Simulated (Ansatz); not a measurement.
## Run report: W$_{4}$Si$_{9}$, geometry relaxation (part 3 of 3)

W$_{4}$Si$_{9}$ (defect cell, 26 atoms in the cell); DFT PBE, scalar-relativistic, plane waves, PAW, no spin polarisation (Ansatz 0.2.0); cutoff 420 eV, 4×4×4 k-mesh, Gaussian smearing of 0.1 eV. The structure derives from an entry of the Crystallography Open Database. It belongs to a series of runs on one base structure; here: atom 21 (W) set half-way to the vacancy, atoms relaxed in the symmetry of that start.

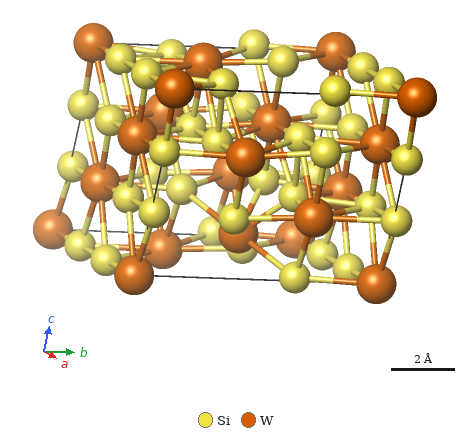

Figure 1. The geometry at step 4 of the log (ball-and-stick view of the cell of the calculation, seen slightly off an axis).

Trajectory as extended XYZ (Å, eV, eV/Å), 6 frames, from step=1 to step=6:
```
26
Lattice="0.0000 0.0000 -7.8668 -4.8435 -4.8435 -3.9334 -4.8435 4.8435 -3.9334" Properties=species:S:1:pos:R:3:forces:R:3 step=1 energy=-94517.73830
Si   -6.4580    3.2290  -13.1016    6.2980   0.0000  -5.4624
Si   -4.8435    1.6145   -9.1682    0.2548   0.2108   0.2567
Si   -3.2290    0.0000   -5.2348    0.0000  -0.4692  -0.2910
Si   -1.6145    1.6145   -9.1682   -0.2548   0.2108   0.2567
Si   -4.8435    4.8435   -9.1682    0.2548  -0.2108   0.2567
Si   -3.2290    3.2290   -5.2348    0.0000   0.0000  -0.2768
Si   -6.4580    0.0000  -13.1016   -0.2548  -0.2108   0.2567
Si   -4.8435   -1.6145   -9.1682   -6.2980   0.0000  -5.4624
Si   -3.2290   -3.2290   -5.2348    0.0000   0.4692  -0.2910
Si   -8.0725    1.6145   -6.5655    0.0000   0.4692   0.2910
Si   -6.4580    0.0000  -10.4989   -0.2548  -0.2108  -0.2567
Si   -4.8435   -1.6145   -6.5655   -6.2980   0.0000   5.4624
Si   -3.2290    0.0000   -2.6320    0.0000  -0.4692   0.2910
Si   -1.6145   -1.6145   -6.5655    6.2980   0.0000   5.4624
Si   -4.8435    1.6145   -6.5655    0.2548   0.2108  -0.2567
Si   -8.0725   -1.6145   -6.5655    0.0000   0.0000   0.2768
Si   -6.4580   -3.2290  -10.4989   -0.2548   0.2108  -0.2567
Si   -4.8435   -4.8435   -6.5655    0.2548  -0.2108  -0.2567
W    -6.4580    0.0000   -7.8668   -0.3087   0.3698   0.0000
W    -4.8435   -1.6145   -3.9334    0.1372   0.0000   0.0000
W    -3.2290   -1.6145   -7.8668    0.0000   0.0000   0.0000
W    -1.6145   -1.6145   -3.9334   -0.1372   0.0000   0.0000
W    -4.8435    1.6145   -3.9334    0.3087  -0.3698   0.0000
W    -8.0725   -1.6145  -11.8002    0.0000   0.0000   0.0000
W    -6.4580   -3.2290   -7.8668   -0.3087  -0.3698   0.0000
W    -9.6870    0.0000  -15.7337    0.3087   0.3698   0.0000
26
Lattice="0.0000 0.0000 -7.8668 -4.8435 -4.8435 -3.9334 -4.8435 4.8435 -3.9334" Properties=species:S:1:pos:R:3:forces:R:3 step=2 energy=-94522.02768
Si   -6.2949    3.2290  -13.2082    2.0383   0.0000  -1.6192
Si   -4.8214    1.6088   -9.1533    0.2920  -0.1970   0.2668
Si   -3.2290   -0.0299   -5.2481    0.0000  -0.4783  -0.5435
Si   -1.6366    1.6088   -9.1533   -0.2920  -0.1970   0.2668
Si   -4.8214    4.8492   -9.1533    0.2920   0.1970   0.2668
Si   -3.2290    3.2290   -5.2434    0.0000   0.0000  -0.0683
Si   -6.4801    0.0057  -13.0867   -0.2920   0.1970   0.2668
Si   -5.0066   -1.6145   -9.2748   -2.0383   0.0000  -1.6192
Si   -3.2290   -3.1991   -5.2481    0.0000   0.4783  -0.5435
Si   -8.0725    1.6444   -6.5521    0.0000   0.4783   0.5435
Si   -6.4801    0.0057  -10.5137   -0.2920   0.1970  -0.2668
Si   -5.0066   -1.6145   -6.4589   -2.0383   0.0000   1.6192
Si   -3.2290   -0.0299   -2.6187    0.0000  -0.4783   0.5435
Si   -1.4514   -1.6145   -6.4589    2.0383   0.0000   1.6192
Si   -4.8214    1.6088   -6.5803    0.2920  -0.1970  -0.2668
Si   -8.0725   -1.6145   -6.5569    0.0000   0.0000   0.0683
Si   -6.4801   -3.2347  -10.5137   -0.2920  -0.1970  -0.2668
Si   -4.8214   -4.8378   -6.5803    0.2920   0.1970  -0.2668
W    -6.4828    0.0235   -7.8668   -0.0341   0.0679   0.0000
W    -4.8487   -1.6145   -3.9334   -0.2200   0.0000   0.0000
W    -3.2290   -1.6145   -7.8668    0.0000   0.0000   0.0000
W    -1.6093   -1.6145   -3.9334    0.2200   0.0000   0.0000
W    -4.8187    1.5910   -3.9334    0.0341  -0.0679   0.0000
W    -8.0725   -1.6145  -11.8002    0.0000   0.0000   0.0000
W    -6.4828   -3.2525   -7.8668   -0.0341  -0.0679   0.0000
W    -9.6622    0.0235  -15.7337    0.0341   0.0679   0.0000
26
Lattice="0.0000 0.0000 -7.8668 -4.8435 -4.8435 -3.9334 -4.8435 4.8435 -3.9334" Properties=species:S:1:pos:R:3:forces:R:3 step=3 energy=-94523.12125
Si   -6.1591    3.2290  -13.2384    0.7598   0.0000  -0.1740
Si   -4.7460    1.5358   -9.1340   -0.0485  -0.0368   0.0623
Si   -3.2290   -0.1659   -5.2940    0.0000   0.1330  -0.1207
Si   -1.7120    1.5358   -9.1340    0.0485  -0.0368   0.0623
Si   -4.7460    4.9222   -9.1340   -0.0485   0.0368   0.0623
Si   -3.2290    3.2290   -5.2485    0.0000   0.0000   0.1827
Si   -6.5555    0.0787  -13.0674    0.0485   0.0368   0.0623
Si   -5.1424   -1.6145   -9.3050   -0.7598   0.0000  -0.1740
Si   -3.2290   -3.0631   -5.2940    0.0000  -0.1330  -0.1207
Si   -8.0725    1.7804   -6.5062    0.0000  -0.1330   0.1207
Si   -6.5555    0.0787  -10.5331    0.0485   0.0368  -0.0623
Si   -5.1424   -1.6145   -6.4287   -0.7598   0.0000   0.1740
Si   -3.2290   -0.1659   -2.5728    0.0000   0.1330   0.1207
Si   -1.3156   -1.6145   -6.4287    0.7598   0.0000   0.1740
Si   -4.7460    1.5358   -6.5997   -0.0485  -0.0368  -0.0623
Si   -8.0725   -1.6145   -6.5517    0.0000   0.0000  -0.1827
Si   -6.5555   -3.3077  -10.5331    0.0485  -0.0368  -0.0623
Si   -4.7460   -4.7648   -6.5997   -0.0485   0.0368  -0.0623
W    -6.5338    0.0743   -7.8668    0.1911   0.0730   0.0000
W    -4.9639   -1.6145   -3.9334    0.7801   0.0000   0.0000
W    -3.2290   -1.6145   -7.8668    0.0000   0.0000   0.0000
W    -1.4941   -1.6145   -3.9334   -0.7801   0.0000   0.0000
W    -4.7677    1.5402   -3.9334   -0.1911  -0.0730   0.0000
W    -8.0725   -1.6145  -11.8002    0.0000   0.0000   0.0000
W    -6.5338   -3.3033   -7.8668    0.1911  -0.0730   0.0000
W    -9.6112    0.0743  -15.7337   -0.1911   0.0730   0.0000
26
Lattice="0.0000 0.0000 -7.8668 -4.8435 -4.8435 -3.9334 -4.8435 4.8435 -3.9334" Properties=species:S:1:pos:R:3:forces:R:3 step=4 energy=-94523.27354
Si   -6.1059    3.2290  -13.2462    0.0495   0.0000   0.1310
Si   -4.7479    1.5327   -9.1222   -0.0280  -0.0478   0.0483
Si   -3.2290   -0.1580   -5.3334    0.0000   0.0272  -0.0078
Si   -1.7101    1.5327   -9.1222    0.0280  -0.0478   0.0483
Si   -4.7479    4.9253   -9.1222   -0.0280   0.0478   0.0483
Si   -3.2290    3.2290   -5.2368    0.0000   0.0000   0.0067
Si   -6.5536    0.0818  -13.0556    0.0280   0.0478   0.0483
Si   -5.1956   -1.6145   -9.3128   -0.0495   0.0000   0.1310
Si   -3.2290   -3.0710   -5.3334    0.0000  -0.0272  -0.0078
Si   -8.0725    1.7725   -6.4669    0.0000  -0.0272   0.0078
Si   -6.5536    0.0818  -10.5449    0.0280   0.0478  -0.0483
Si   -5.1956   -1.6145   -6.4208   -0.0495   0.0000  -0.1310
Si   -3.2290   -0.1580   -2.5335    0.0000   0.0272   0.0078
Si   -1.2624   -1.6145   -6.4208    0.0495   0.0000  -0.1310
Si   -4.7479    1.5327   -6.6115   -0.0280  -0.0478  -0.0483
Si   -8.0725   -1.6145   -6.5634    0.0000   0.0000  -0.0067
Si   -6.5536   -3.3108  -10.5449    0.0280  -0.0478  -0.0483
Si   -4.7479   -4.7617   -6.6115   -0.0280   0.0478  -0.0483
W    -6.5316    0.0872   -7.8668   -0.0190  -0.0622   0.0000
W    -4.9056   -1.6145   -3.9334   -0.0325   0.0000   0.0000
W    -3.2290   -1.6145   -7.8668    0.0000   0.0000   0.0000
W    -1.5524   -1.6145   -3.9334    0.0325   0.0000   0.0000
W    -4.7698    1.5273   -3.9334    0.0190   0.0622   0.0000
W    -8.0725   -1.6145  -11.8002    0.0000   0.0000   0.0000
W    -6.5316   -3.3162   -7.8668   -0.0190   0.0622   0.0000
W    -9.6133    0.0872  -15.7337    0.0190  -0.0622   0.0000
26
Lattice="0.0000 0.0000 -7.8668 -4.8435 -4.8435 -3.9334 -4.8435 4.8435 -3.9334" Properties=species:S:1:pos:R:3:forces:R:3 step=5 energy=-94523.27869
Si   -6.0977    3.2290  -13.2398   -0.0066   0.0000   0.0357
Si   -4.7508    1.5269   -9.1185    0.0008   0.0102   0.0167
Si   -3.2290   -0.1579   -5.3366    0.0000  -0.0024  -0.0012
Si   -1.7072    1.5269   -9.1185   -0.0008   0.0102   0.0167
Si   -4.7508    4.9311   -9.1185    0.0008  -0.0102   0.0167
Si   -3.2290    3.2290   -5.2397    0.0000   0.0000  -0.0391
Si   -6.5507    0.0876  -13.0519   -0.0008  -0.0102   0.0167
Si   -5.2037   -1.6145   -9.3064    0.0066   0.0000   0.0357
Si   -3.2290   -3.0711   -5.3366    0.0000   0.0024  -0.0012
Si   -8.0725    1.7724   -6.4637    0.0000   0.0024   0.0012
Si   -6.5507    0.0876  -10.5486   -0.0008  -0.0102  -0.0167
Si   -5.2037   -1.6145   -6.4273    0.0066   0.0000  -0.0357
Si   -3.2290   -0.1579   -2.5303    0.0000  -0.0024   0.0012
Si   -1.2543   -1.6145   -6.4273   -0.0066   0.0000  -0.0357
Si   -4.7508    1.5269   -6.6152    0.0008   0.0102  -0.0167
Si   -8.0725   -1.6145   -6.5605    0.0000   0.0000   0.0391
Si   -6.5507   -3.3166  -10.5486   -0.0008   0.0102  -0.0167
Si   -4.7508   -4.7559   -6.6152    0.0008  -0.0102  -0.0167
W    -6.5381    0.0843   -7.8668    0.0329   0.0379   0.0000
W    -4.9064   -1.6145   -3.9334   -0.0060   0.0000   0.0000
W    -3.2290   -1.6145   -7.8668    0.0000   0.0000   0.0000
W    -1.5516   -1.6145   -3.9334    0.0060   0.0000   0.0000
W    -4.7634    1.5302   -3.9334   -0.0329  -0.0379   0.0000
W    -8.0725   -1.6145  -11.8002    0.0000   0.0000   0.0000
W    -6.5381   -3.3133   -7.8668    0.0329  -0.0379   0.0000
W    -9.6069    0.0843  -15.7337   -0.0329   0.0379   0.0000
26
Lattice="0.0000 0.0000 -7.8668 -4.8435 -4.8435 -3.9334 -4.8435 4.8435 -3.9334" Properties=species:S:1:pos:R:3:forces:R:3 step=6 energy=-94523.27933
Si   -6.0972    3.2290  -13.2367    0.0017   0.0000   0.0034
Si   -4.7507    1.5283   -9.1177   -0.0082  -0.0021  -0.0009
Si   -3.2290   -0.1589   -5.3383    0.0000  -0.0004   0.0046
Si   -1.7073    1.5283   -9.1177    0.0082  -0.0021  -0.0009
Si   -4.7507    4.9297   -9.1177   -0.0082   0.0021  -0.0009
Si   -3.2290    3.2290   -5.2410    0.0000   0.0000   0.0002
Si   -6.5508    0.0862  -13.0511    0.0082   0.0021  -0.0009
Si   -5.2043   -1.6145   -9.3033   -0.0017   0.0000   0.0034
Si   -3.2290   -3.0701   -5.3383    0.0000   0.0004   0.0046
Si   -8.0725    1.7734   -6.4619    0.0000   0.0004  -0.0046
Si   -6.5508    0.0862  -10.5493    0.0082   0.0021   0.0009
Si   -5.2043   -1.6145   -6.4303   -0.0017   0.0000  -0.0034
Si   -3.2290   -0.1589   -2.5285    0.0000  -0.0004  -0.0046
Si   -1.2537   -1.6145   -6.4303    0.0017   0.0000  -0.0034
Si   -4.7507    1.5283   -6.6159   -0.0082  -0.0021   0.0009
Si   -8.0725   -1.6145   -6.5593    0.0000   0.0000  -0.0002
Si   -6.5508   -3.3152  -10.5493    0.0082  -0.0021   0.0009
Si   -4.7507   -4.7573   -6.6159   -0.0082   0.0021   0.0009
W    -6.5377    0.0870   -7.8668    0.0011   0.0096   0.0000
W    -4.9064   -1.6145   -3.9334   -0.0084   0.0000   0.0000
W    -3.2290   -1.6145   -7.8668    0.0000   0.0000   0.0000
W    -1.5516   -1.6145   -3.9334    0.0084   0.0000   0.0000
W    -4.7637    1.5275   -3.9334   -0.0011  -0.0096   0.0000
W    -8.0725   -1.6145  -11.8002    0.0000   0.0000   0.0000
W    -6.5377   -3.3160   -7.8668    0.0011  -0.0096   0.0000
W    -9.6072    0.0870  -15.7337   -0.0011   0.0096   0.0000
```

Key numbers:

| quantity | value |
| --- | --- |
| outcome | converged |
| electrons treated | 184 |
| free energy | −94523.2793 eV |
| Fermi energy | 15.375 eV |
| gap on the k-point mesh | none (metallic) |
| pressure | 2.16 GPa |
| final volume | 369.10 Å³ |
| largest force (length of the vector) at the end | 0.010 eV/Å |
| hardware | 4 threads of Intel Xeon @ 2.30GHz, 28 GiB of memory available, shared host |
| wall time | 97 s (CPU time 6 min) |
| peak memory | 1.7 GiB |

Notes:

The program warns: the SCF threshold is looser than advised for the printed stress. Spin–orbit coupling is left out, which matters for W.
